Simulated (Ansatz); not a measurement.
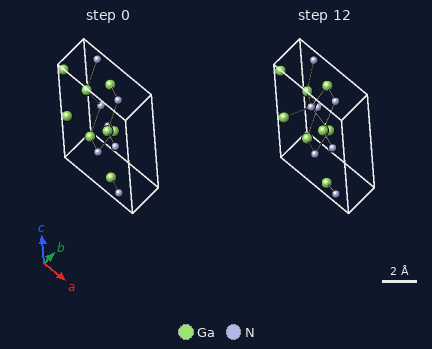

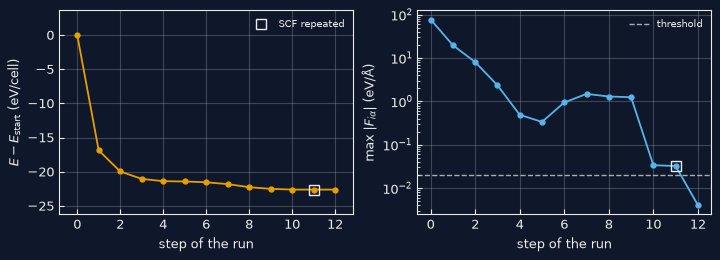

First and last geometry of a relaxation of a defect cell of composition Ga8N7 (cell charge +3) (started half-way along a vacancy jump, in the symmetry of that start), with the history of the run. A ball-and-stick model of the cell of the calculation (origin shifted), seen slightly off an axis.

Theory: DFT PBEsol, scalar-relativistic, plane waves, PAW in Ansatz.

Input
```yaml
crystal:
  lattice:
    - [1.5912892447, -2.7561938213, 5.1854260772]
    - [1.5912892447, -2.7561938213, -5.1854260772]
    - [3.1825784893, 5.5123876426, 0.0]
  atoms:
    - { symbol: Ga, position: [0.8329303869, 0.8337362798, 0.1666666667] }
    - { symbol: Ga, position: [0.3329303869, 0.3337362798, 0.1666666667] }
    - { symbol: Ga, position: [0.8329303869, 0.8337362798, 0.6666666667] }
    - { symbol: Ga, position: [0.3329303869, 0.3337362798, 0.6666666667] }
    - { symbol: Ga, position: [0.9162637202, 0.4170696131, 0.3333333333] }
    - { symbol: Ga, position: [0.4162637202, 0.9170696131, 0.3333333333] }
    - { symbol: Ga, position: [0.9162637202, 0.4170696131, 0.8333333333] }
    - { symbol: Ga, position: [0.4162637202, 0.9170696131, 0.8333333333] }
    - { symbol: "N", position: [0.0212362798, 0.6454303869, 0.1666666667] }
    - { symbol: "N", position: [0.5212362798, 0.1454303869, 0.6666666667] }
    - { symbol: "N", position: [0.0212362798, 0.6454303869, 0.6666666667] }
    - { symbol: "N", position: [0.3129029465, 0.1870970535, 0.25] }
    - { symbol: "N", position: [0.6045696131, 0.7287637202, 0.3333333333] }
    - { symbol: "N", position: [0.1045696131, 0.2287637202, 0.8333333333] }
    - { symbol: "N", position: [0.6045696131, 0.7287637202, 0.8333333333] }
total_charge: 3
basis:
  ecutwfc: 420
kpoints:
  mp_grid: { grid: [4, 4, 4] }
hamiltonian:
  xc: pbesol
scf:
  occupations: { method: gaussian, width: 0.05 }
output:
  forces: true
  stress: true
  eigenvalues: true
relax:
  adjacent_minimum: "off"
  f_tol: 0.02
  max_steps: 60
  escape_saddle: false
```

Run as
```bash
ansatz run input.yaml --threads 4 --pin off --max-ram 9216MiB --backend cpu --events-out ev --progress --plain --runs-dir out
```

Did the run converge, and what did it change?

Answer. It converged. N12 moves most: 1.48 Å roughly along [−3 0 1]. Largest moves by element: N 1.48 Å, Ga 0.33 Å. The cell doesn't change. Near-neighbour distances that change, for instance: Ga5–N12 3.377 → 1.902 Å, Ga6–N12 2.143 → 3.301 Å, Ga2–N12 1.129 → 1.899 Å, Ga1–N12 2.518 → 1.934 Å. New bonds form: Ga1–N12 (2.52 → 1.93 Å), Ga4–N12 (2.52 → 1.96 Å), Ga5–N12 (3.38 → 1.90 Å). Bonds break: Ga6–N12 (2.14 → 3.30 Å). Among the angles between lasting bonds that change: Ga5–N11–Ga8 109.7° → 94.8°, Ga5–N9–Ga6 109.7° → 96.1°, Ga2–N13–Ga6 109.2° → 96.2°. Over 11 accepted moves (12 points after the start) the energy falls by 22.621 eV per cell of the calculation. Largest force component: 77 eV/Å at the start, 0.0041 eV/Å at the end. 1 step only repeated the SCF at the same geometry. Cost: 3 min on 4 threads of Intel(R) Xeon(R) Platinum 8259CL CPU @ 2.50GHz (Skylake/Cascade Lake) (shared host), peak memory 0.99 GiB.

Limits of the set-up: the periodic images lie only 6.1 Å apart, so the values are limited by the cell's size; the cell is charged, on a uniform background, and energies carry no finite-size correction.
